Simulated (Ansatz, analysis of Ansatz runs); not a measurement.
# N3V centre in diamond: zero-phonon line against experiment, part 2 of 3

How near does this set-up come to the measured zero-phonon line? Subject: N3V centre in diamond. Set-up: PBE, 64-site cell, PBE lattice, 520 eV, k: the zone centre alone. The model is a cell of 64 host atoms with 1 site emptied, N put on another atom's site, N put on another atom's site and N put on another atom's site. The excitation energy is a difference of total energies with one electron moved up within one spin channel. This set-up takes another basis size than the usual one.

Ansatz 0.2.0; PBE, 64-site cell, PBE lattice, 520 eV, k: the zone centre alone.

So far, integral of the absolute spin density (μB): step 2 (relaxation, charge 0) 1.16.

### 3. Ground state

Both spins' levels are needed to pick the two between which the electron moves, so the ground state is solved with empty bands.

This step: plane-wave PAW DFT, PBE; single point of a defect supercell.

ground/input.yaml reads:

```yaml
crystal:
  lattice:
    - [7.14330841, 0.0, 0.0]
    - [0.0, 7.14330841, 0.0]
    - [0.0, 0.0, 7.14330841]
  atoms:
    - { symbol: C, position: [-0.000694572, -0.001085521, 0.249738327] }
    - { symbol: C, position: [-0.001103639, 0.249817445, -0.001545589] }
    - { symbol: C, position: [0.25021077, -0.001503161, -0.001546823] }
    - { symbol: "N", position: [0.240319649, 0.239917025, 0.237986049] }
    - { symbol: C, position: [0.12714218, 0.126744214, 0.369194524] }
    - { symbol: C, position: [0.125906487, 0.369349421, 0.125471005] }
    - { symbol: C, position: [0.369736912, 0.125508864, 0.125484982] }
    - { symbol: C, position: [0.0008966, 0.000494432, 0.74923568] }
    - { symbol: C, position: [0.003544991, 0.252664144, 0.497078547] }
    - { symbol: C, position: [0.253061778, 0.003155401, 0.497073104] }
    - { symbol: C, position: [0.25306658, 0.252656617, 0.746592556] }
    - { symbol: C, position: [0.125672107, 0.125263678, 0.872779459] }
    - { symbol: C, position: [0.127142958, 0.380532736, 0.623002911] }
    - { symbol: C, position: [0.380935202, 0.126751323, 0.622998606] }
    - { symbol: C, position: [0.375151448, 0.374756436, 0.875018788] }
    - { symbol: C, position: [0.002815127, 0.497185574, 0.252549891] }
    - { symbol: C, position: [0.000233487, 0.749186588, 0.00054893] }
    - { symbol: C, position: [0.250955575, 0.49776002, 0.001654936] }
    - { symbol: C, position: [0.250955927, 0.748080592, 0.251972113] }
    - { symbol: C, position: [0.125914078, 0.624261571, 0.380398126] }
    - { symbol: C, position: [0.124855737, 0.873399319, 0.125393281] }
    - { symbol: C, position: [0.375701535, 0.622921695, 0.126818993] }
    - { symbol: C, position: [0.375153456, 0.87472647, 0.374987061] }
    - { symbol: C, position: [-0.000682483, 0.499999788, 0.750824901] }
    - { symbol: C, position: [-0.00109787, 0.751288626, 0.499915279] }
    - { symbol: "N", position: [0.240322143, 0.511748291, 0.509817003] }
    - { symbol: C, position: [0.250218926, 0.751281938, 0.751234766] }
    - { symbol: C, position: [0.124847435, 0.624330954, 0.876333301] }
    - { symbol: C, position: [0.125670112, 0.876958108, 0.624470056] }
    - { symbol: C, position: [0.369739172, 0.624265394, 0.624228014] }
    - { symbol: C, position: [0.375016014, 0.87487408, 0.87487115] }
    - { symbol: C, position: [0.497586086, 0.002407885, 0.252565926] }
[... 8 lines left out ...]
    - { symbol: "N", position: [0.512152962, 0.239923942, 0.509829257] }
[... 14 lines left out ...]
    - { symbol: C, position: [0.497584428, 0.497192704, 0.74733223] }
    - { symbol: C, position: [0.498169787, 0.7480785, 0.499186126] }
    - { symbol: C, position: [0.748484911, 0.497760314, 0.499191668] }
    - { symbol: C, position: [0.749592248, 0.749190593, 0.749906009] }
    - { symbol: C, position: [0.624414888, 0.624017948, 0.873834736] }
    - { symbol: C, position: [0.624735407, 0.873399994, 0.625295695] }
    - { symbol: C, position: [0.873802214, 0.624336065, 0.625288813] }
    - { symbol: C, position: [0.875023973, 0.874618718, 0.875118388] }
basis:
  ecutwfc: 520
  xc_grid: 2
hamiltonian:
  xc: pbe
kpoints:
  mp_grid: { grid: [1, 1, 1] }
magnetization:
  spin_polarized: true
  initial_magnetization: 1
  spin_locking: { lock_magnetization: hard }
scf:
  occupations: { method: fermi_dirac, width: 0.01 }
  max_iter: 120
  n_extra_bands: 20
  lower_state_search: "off"
output:
  forces: true
  eigenvalues: true
  eigenstates: { localisation: true }
checkpoint:
  read: "../relax.run"
  write: "../ground.run"
  compress: false
  write_wavefunctions: true
  write_every: 100000
```

Run with:

```
ansatz run input.yaml --threads 2 --pin off --max-ram 3768MiB --backend cpu --events-out ev --progress --plain --runs-dir out
```

Numbers of over 12 decimals in the logs are rounded to 6 here.

The program printed:

```text
[...]
Warning: at least one further symmetry operation maps every atom of the structure, as the run holds it, onto an atom to within 1.74e-5 (fractional), and is not used: to satisfy it, and what else the atoms miss by up to 2.00e-5, twice [...]
Warning: the band count 148 (scf.n_extra_bands) hosts the net moment |M| = 1.0000 μB (N_el = 255) but caps the reachable moment at 2·n_bands − N_el = 41.0000 μB, below the 191 bands that the automatic rule leaves for it — a moment growing past the seed, or [...]
[...]
Crystal: 63 atoms, lattice volume = 364.501 Å³
Basis set: ecut = 520 eV, 9795 PW (Γ), exchange–correlation on 108×108×108 points (8 copies of the dense FFT grid, shifted against one another)
Bands: 148, of which v1, the nominal top of the filled ones, is band 128 counted from 1 (127 counted from 0)
Symmetry: 1 space group operations
[...]
k-points: 1
[...]
Fermi energy:    14.753918 (↑ 15.603798, ↓ 14.408124) eV
[...]
--- Forces (eV/Å), atoms counted from 1 ---
  atom   1  C     -0.00181214    -0.00502475     0.00235109
  atom   2  C      0.00118267    -0.00199376    -0.00123699
  [... 1 atom left out ...]
  atom   4  N     -0.01166439    -0.00867402    -0.00299650
  atom   5  C      0.00754146     0.00852069     0.00622291
  atom   6  C      0.00769271     0.00190151     0.00535524
  [... 6 atoms left out ...]
  atom  13  C      0.00841088    -0.00388891    -0.01009229
  atom  14  C     -0.00347982     0.00575054    -0.00839732
  [... 5 atoms left out ...]
  atom  20  C      0.00591147    -0.00434699    -0.00570699
  [... 5 atoms left out ...]
  atom  26  N     -0.01057173     0.00305248     0.01119843
  [... 3 atoms left out ...]
  atom  30  C      0.00588240    -0.00546369    -0.00642104
  [... 10 atoms left out ...]
  atom  41  N      0.00284218    -0.01152346     0.00906780
  [... 6 atoms left out ...]
  atom  48  C     -0.01073773    -0.01070327     0.01046943
  [... 15 atoms left out ...]
  max |Σ_I F_I| component: 2.55e-5 eV/Å
--- Band table (eV) ---
[...]
[key lines of the parts left out:]
SCF converged after 2 iterations
Magnetization: 1.0000 μB (128.0000 up, 127.0000 down)
Free energy (F): -16190.588000 eV
```

It took 2.9 s on 2 threads of AMD EPYC 9R14 (Zen 4), shared host; peak memory 0.73 GiB.

Numbers from this step:

| Quantity | Value |
| --- | --- |
| free energy | -16190.5880 eV |
| total moment | 1 μB |
| integral of the absolute spin density | 1.158 μB |
| spin contamination | 0.003567 |

From eigenstates.tsv, first k-point; energies on the run's zero. The participation number counts the atoms that a state is spread over, of 63; bands count from 0.

```
spin  band  energy (eV)  occupation  participation  largest share on  share
down   121       10.625        1.00           10.0                N4   0.18
down   122       11.925        1.00           18.7               N41   0.17
down   123       11.925        1.00           18.7                N4   0.19
down   124       12.439        1.00           54.1               C48   0.05
down   125       13.402        1.00           14.3               N41   0.19
down   126       13.402        1.00           14.3                N4   0.23
down   127       15.407        0.00            4.1               C48   0.48
down   128       17.141        0.00           52.1                C5   0.03
down   129       17.252        0.00           53.5               C13   0.04
down   130       17.252        0.00           53.5                C5   0.03
down   131       17.449        0.00           53.9               C34   0.03
  up   122       11.890        1.00           17.9               N41   0.18
  up   123       11.890        1.00           17.9                N4   0.19
  up   124       12.227        1.00           34.7               C48   0.12
  up   125       13.364        1.00           15.0               N41   0.19
  up   126       13.364        1.00           15.0                N4   0.22
  up   127       14.100        1.00            5.6               C48   0.40
  up   128       17.107        0.00           52.1                C5   0.03
  up   129       17.244        0.00           53.9               C13   0.04
  up   130       17.244        0.00           53.9                C5   0.03
  up   131       17.440        0.00           54.1               C34   0.03
  up   132       17.440        0.00           54.1               C17   0.03
```

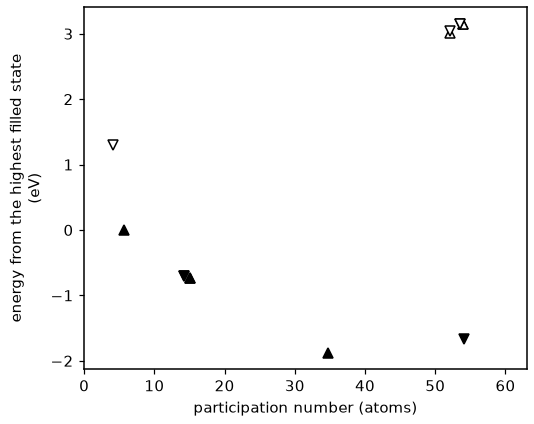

States next to the filling edge at the first k-point: energy against spread. Filled marks are occupied, open marks empty; triangles up and down are the spins.

Under PBE at the zone centre alone, the highest filled state is spin up, spread over 6 of 63 atoms, and the lowest empty one, 1.31 eV above it, is spin down, spread over 4 of 63 atoms.

The largest moments in the atoms' spheres: C48 0.31, C51 0.03, C49 0.03, C50 0.03, N26 0.02, N41 0.02 μB.

### 4. Excited state at the ground state's structure

One electron is moved to the upper level and held there by its overlap; at the ground state's structure the energy difference is the vertical absorption.

This step: plane-wave PAW DFT, PBE; single point of a defect supercell.

excited/input.yaml, as its differences from ground/input.yaml of step 3:

```diff
@@ -61,4 +61,9 @@
 scf:
-  occupations: { method: fermi_dirac, width: 0.01 }
-  max_iter: 120
+  occupations:
+    method: fermi_dirac
+    width: 0.01
+    excite:
+      from: { channel: down, k: 0, band: v2, track: overlap }
+      to: { channel: down, k: 0, band: v1, track: overlap }
+  max_iter: 150
   n_extra_bands: 20
@@ -67,7 +72,5 @@
   forces: true
-  eigenvalues: true
-  eigenstates: { localisation: true }
 checkpoint:
-  read: "../relax.run"
-  write: "../ground.run"
+  read: "../ground.run"
+  write: "../excited.run"
   compress: false
```

The program printed:

```text
[...]
Crystal: 63 atoms, lattice volume = 364.501 Å³
Basis set: ecut = 520 eV, 9795 PW (Γ), exchange–correlation on 108×108×108 points (8 copies of the dense FFT grid, shifted against one another)
Bands: 148, of which v1, the nominal top of the filled ones, is band 128 counted from 1 (127 counted from 0)
Symmetry: 1 space group operations
[...]
k-points: 1
Excitation: hole v2 ↓ at k 0, (0, 0, 0); particle v1 ↓ at k 0, (0, 0, 0); 1.000000e0 electrons a cell; the bands as a deck names them, k counted from 0 among the points solved; in brackets its point in fractional reciprocal coordinates
[...]
SCF iter  15: F=-16188.373870 eV  HF=-16188.373870 eV  |F-HF|=3.76e-9  |Δ(HF+E_count)|=  3.13e-10  Δρ=6.88e-7 (↑6.12e-7 ↓6.88e-7)  dr2=6.08e-9  dr2_m=1.93e-10  M=1.000 μB ∫|m|=1.098 μB  ethr=1.47e-11  ⟨swp⟩=2.0  Hψ=889  notcnv=0
[...]
--- Forces (eV/Å), atoms counted from 1 ---
  atom   1  C     -0.42031309    -0.09143508    -0.06735594
  atom   2  C     -0.39988474    -0.21248516    -0.00886249
  [... 1 atom left out ...]
  atom   4  N     -0.91968806    -0.40738814     0.03068994
  atom   5  C      0.47487576     0.15925389     0.13924934
  atom   6  C      0.53019638     0.35979313     0.16887696
  [... 6 atoms left out ...]
  atom  13  C      0.47604305    -0.13887609    -0.16237382
  atom  14  C      0.40486844     0.03360508    -0.03742365
  [... 5 atoms left out ...]
  atom  20  C      0.52927653    -0.16938991    -0.36634122
  [... 5 atoms left out ...]
  atom  26  N     -0.91851482    -0.02980326     0.41169679
  [... 3 atoms left out ...]
  atom  30  C      0.88702753    -0.27006879    -0.33350803
  [... 10 atoms left out ...]
  atom  41  N     -0.39218642    -0.31496696     0.31474492
  [... 6 atoms left out ...]
  atom  48  C     -0.77814794    -0.23796027     0.24022138
  [... 15 atoms left out ...]
  max |Σ_I F_I| component: 2.77e-5 eV/Å
--- Band table (eV) ---
[...]
[key lines of the parts left out:]
Converged-ψ floor refinement (derivative, response, wavefunction or occupation consumer): ⟨swp⟩=2.0  Hψ=779  notcnv=0
SCF converged after 15 iterations
Magnetization: 1.0000 μB (128.0000 up, 127.0000 down)
Free energy (F): -16188.373870 eV
Fermi energy:    16.344551 (↑ 16.344962, ↓ 15.210073) eV  (of the remaining states, beside the excitation)
```

Run time: 7.9 s. Hardware: 2 threads; peak memory 0.74 GiB; 15 s of CPU time.

Numbers from this step:

```yaml
free_energy: -16188.3739 eV
total_moment: 1 μB
integral_of_the_absolute_spin_density: 1.098 μB
spin_contamination: 9.58e-4
```

For the integral of the absolute spin density, step 3 gave 1.16 μB; this run, with other occupations, gives 1.10 μB (-5 %).

### 5. Relaxation in the excited state

The zero-phonon line joins two minima, so the atoms are relaxed with the electron held in the upper level.

This step: plane-wave PAW DFT, PBE; Delta-SCF with one electron moved between two levels, relaxation of all atoms.

excited_relax/input.yaml, as its differences from excited/input.yaml of step 4:

```diff
@@ -74,3 +74,3 @@
   read: "../ground.run"
-  write: "../excited.run"
+  write: "../excited_relax.run"
   compress: false
@@ -78 +78,5 @@
   write_every: 100000
+relax:
+  f_tol: 0.02
+  max_steps: 50
+  escape_saddle: false
```

The program printed:

```text
[...]
Crystal: 63 atoms, lattice volume = 364.501 Å³
Basis set: ecut = 520 eV, 9795 PW (Γ), exchange–correlation on 108×108×108 points (8 copies of the dense FFT grid, shifted against one another)
Bands: 148, of which v1, the nominal top of the filled ones, is band 128 counted from 1 (127 counted from 0)
Symmetry: 1 space group operations
[...]
k-points: 1
[...]
SCF iter  15: F=-16188.373870 eV  HF=-16188.373870 eV  |F-HF|=3.77e-9  |Δ(HF+E_count)|=  2.71e-10  Δρ=6.88e-7 (↑6.14e-7 ↓6.88e-7)  dr2=6.10e-9  dr2_m=1.93e-10  M=1.000 μB ∫|m|=1.098 μB  ethr=1.48e-11  ⟨swp⟩=2.0  Hψ=889  notcnv=0
[...]
SCF 1 converged in 15 iterations: F = -16188.373870 eV  dr2 = 6.10e-9
[...]
relax step   1: F+E_penalty+E_count = -16188.37387011 eV  Δ(F+E_penalty+E_count) = +0.000e0 eV  max|allowed force component| = 1.466e0 eV/Å  Δτ_max = 0.0000 Å  (15 SCF iters, accepted)
[...]
--- Relaxed structure (4 steps of the walk, 4 accepted, 0 SCFs on fresh bases) ---
  F+E_penalty+E_count = -16188.55442262 eV   max|allowed force component| = 1.129e-2 eV/Å
  atoms:
    - { symbol: C, position: [-0.001701, -0.001424, 0.249895] }
    - { symbol: C, position: [-0.001765, 0.249805, -0.001479] }
    [... 1 atom left out ...]
    - { symbol: N, position: [0.236530, 0.237522, 0.237759] }
    - { symbol: C, position: [0.127445, 0.126511, 0.370010] }
    - { symbol: C, position: [0.127285, 0.370274, 0.126367] }
    [... 6 atoms left out ...]
    - { symbol: C, position: [0.127448, 0.379721, 0.623223] }
    - { symbol: C, position: [0.381514, 0.126113, 0.623624] }
    [... 5 atoms left out ...]
    - { symbol: C, position: [0.127292, 0.623363, 0.379453] }
    [... 5 atoms left out ...]
    - { symbol: N, position: [0.236530, 0.511983, 0.512226] }
    [... 3 atoms left out ...]
    - { symbol: C, position: [0.372044, 0.622498, 0.622474] }
    [... 10 atoms left out ...]
    - { symbol: N, position: [0.510902, 0.238299, 0.511449] }
    [... 6 atoms left out ...]
    - { symbol: C, position: [0.509337, 0.510088, 0.239657] }
    [... 15 atoms left out ...]
[key lines of the parts left out:]
SCF converged after 8 iterations
Magnetization: 1.0000 μB (128.0000 up, 127.0000 down)
Free energy (F): -16188.554423 eV
```

Run time: 23 s. Hardware: 2 threads; peak memory 0.81 GiB; 45 s of CPU time.

Relaxation path:

```
step  energy less that of the first step (eV)  largest force component (eV/Å)
   1                                   0.0000                          1.4659
   2                                  -0.1503                          0.4127
   3                                  -0.1794                          0.0758
   4                                  -0.1806                          0.0113
```

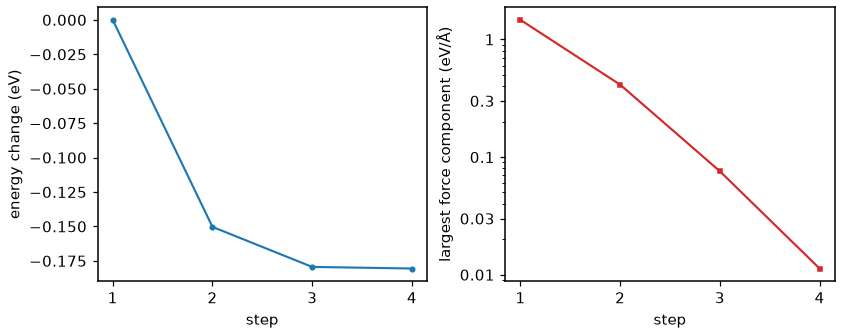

Energy and largest force along the relaxation.

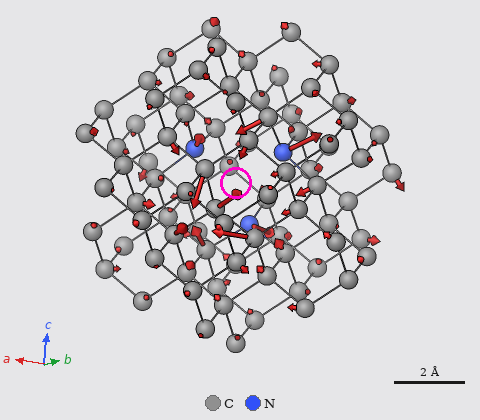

Displacements in the relaxation near the centre, exaggerated; the longest in the cell stands for 0.04 Å. A ring marks the centre wherever it is empty.

The atoms that moved most (Å):

```
atom      dx      dy      dz  length
 C48  -0.026  -0.018   0.018   0.037
 C22   0.032   0.000   0.000   0.032
 N26  -0.027   0.002   0.017   0.032
  N4  -0.027  -0.017  -0.002   0.032
 C52   0.005  -0.002  -0.028   0.029
 C37   0.005   0.028   0.002   0.029
 C30   0.016  -0.013  -0.013   0.024
  C7   0.016   0.013   0.013   0.024
```

Neighbours of the ideal centre at the end:

```
atom  distance (Å)
 C48         1.669
 N41         1.687
 N26         1.702
  N4         1.704
 C30         2.500
  C7         2.503
 C13         2.504
 C22         2.506
  C5         2.506
 C20         2.506
  C6         2.507
 C52         2.509
 C37         2.510
 C14         2.513
 C45         2.517
 C36         2.518
```

Numbers from this step:

```
free energy                           : -16188.5544 eV
total moment                          : 1 μB
integral of the absolute spin density : 1.101 μB
spin contamination                    : 9.45e-4
```

The relaxation ends 2.9 meV an atom lower, with a largest force component of 0.011 eV/Å.

[end of part 2 of 3]

[Logs are printed without paths, hosts, clocks, repeated set-up lines and the standing remarks that a program may print on its own settings, such as how far it seeks lower states.]

[Hosts, paths, dates, database ids (printed as entryN), source tags and the programs' standing remarks are cut or masked in the printed files.]

[For some hosts the program warned that the k-mesh of the response run may be too coarse for force constants and the static dielectric constant; such warnings are not shown here.]
